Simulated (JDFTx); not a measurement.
**Energy of HfC along an even scaling of the cell**

System: HfC (2 atoms in the cell).
Method: Kohn-Sham DFT of a periodic cell, PBEsol, PseudoDojo-SR-PBEsol-0.4.1-standard, no spin polarisation (JDFTx 1.7.0 (patched build)).

The 7 runs differ only in the geometry, by an even scaling of the cell at fixed fractional positions. The structure derives from an entry of the Crystallography Open Database.

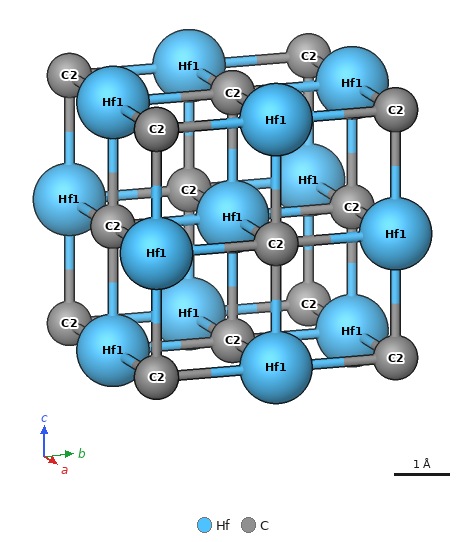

Figure 1. The structure of run 4 (ball-and-stick view of the cell 4 times as large as that of the calculation, set on its symmetry axes, seen slightly off an axis; atoms are numbered from 1 in the order of the input). An atom can appear more than once, as a periodic image.

### Input of run 4
```
lattice \
    0.0000000000     4.3936132398     4.3936132398 \
    4.3936132398     0.0000000000     4.3936132398 \
    4.3936132398     4.3936132398     0.0000000000
coords-type Lattice
ion Hf     0.5000000000     0.5000000000     0.5000000000 1
ion C      0.0000000000     0.0000000000     0.0000000000 1

ion-species pseudo/Hf.upf
ion-species pseudo/C.upf
elec-cutoff 41 328
elec-ex-corr gga-PBEsol
kpoint-folding 10 10 10
elec-smearing Fermi 0.0018374661
elec-n-bands 14
electronic-SCF nIterations 100 energyDiffThreshold 1e-09
electronic-minimize nIterations 30 energyDiffThreshold 1e-7
forces-output-coords Cartesian

dump-name run.$VAR
dump End Ecomponents EigStats BandEigs Kpoints Forces Stress
```

Command:
```bash
jdftx -c 1 -i HfC.in -o HfC.out
```

Lattice vectors (Å) and fractional positions of run 4:
```
   0.000000    2.325000    2.325000
   2.325000    0.000000    2.325000
   2.325000    2.325000    0.000000
Hf  0.500000  0.500000  0.500000
C   0.000000  0.000000  0.000000
```

Run 2 differs from it as follows:
```diff
-    0.0000000000     4.3936132398     4.3936132398 \
-    4.3936132398     0.0000000000     4.3936132398 \
-    4.3936132398     4.3936132398     0.0000000000
+    0.0000000000     4.3342328087     4.3342328087 \
+    4.3342328087     0.0000000000     4.3342328087 \
+    4.3342328087     4.3342328087     0.0000000000
```

### Results, with one run withheld

```csv
run,volume per atom (Å³),"free energy per atom, from the lowest run given (meV)",pressure (GPa)
1,11.814,12.49,9.67
2,12.065,?,?
3,12.317,0.00,−1.45
4,12.568,5.99,−6.22
5,12.819,19.08,−10.52
6,13.071,38.58,−14.40
7,13.322,63.87,−17.90
```

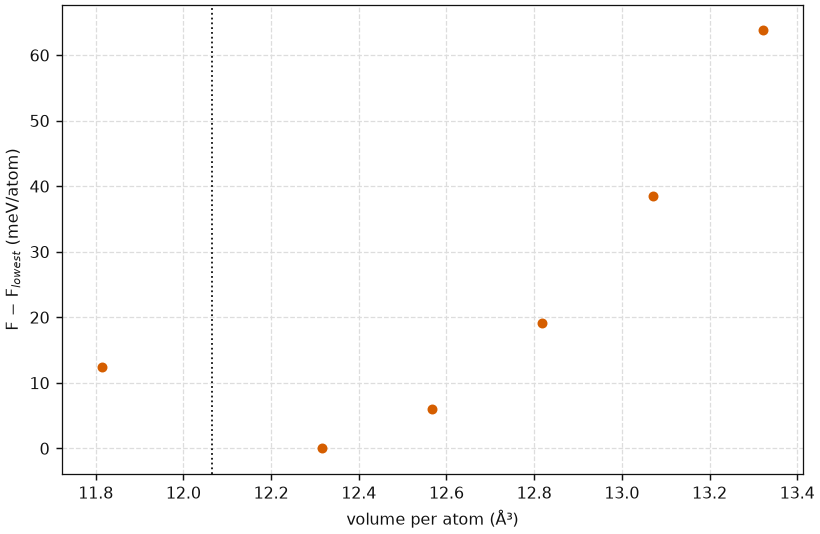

Figure 2. Free energy per atom of the runs given; the dotted line marks run 2.

Estimate the energy of run 2 from the others.

A cubic polynomial in V^(−2/3) (the Birch–Murnaghan form), fitted to the 6 runs given, misses them by at most 0.03 meV per atom. With x = V^(−2/3) − 0.18433 Å⁻², it reads F = 8.8562 − 4724.8 x + 6.0957e+05 x² + 26227 x³ (meV per atom). At run 2 it gives 1.89 meV per atom, and the run itself gives 1.88. The slope of the fit gives a pressure −dF/dV of 3.89 GPa there, and the run prints 3.82 GPa. The two needn't agree exactly: the fit is approximate, and the printed stress is taken on a finite basis. The fit has its minimum at 12.248 Å³ per atom, where V d²F/dV² gives 251 GPa: the bulk modulus at this level, since symmetry fixes the shape and the positions.

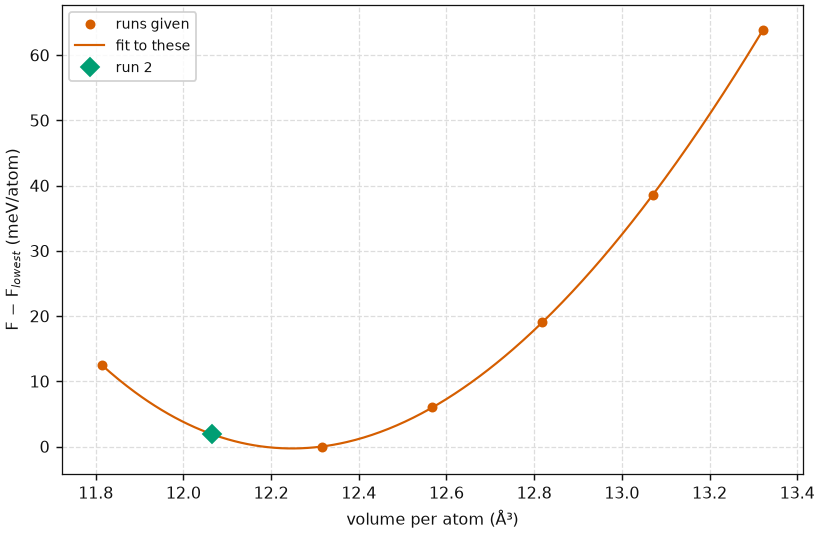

Figure 3. The fit and the withheld run.

### Some lines of the output (run 2)
```
[...]
unit cell volume = 162.842
     Etot =      -55.9257114336379999
        F =      -55.9258079096190386
	HOMO-LUMO gap: +0.005264
	Optical gap  : +0.024851 at state 28 ( [ +0.000000 +0.400000 +0.500000 ] spin 0 )
```

Notes: Spin–orbit coupling is left out, which matters for Hf.
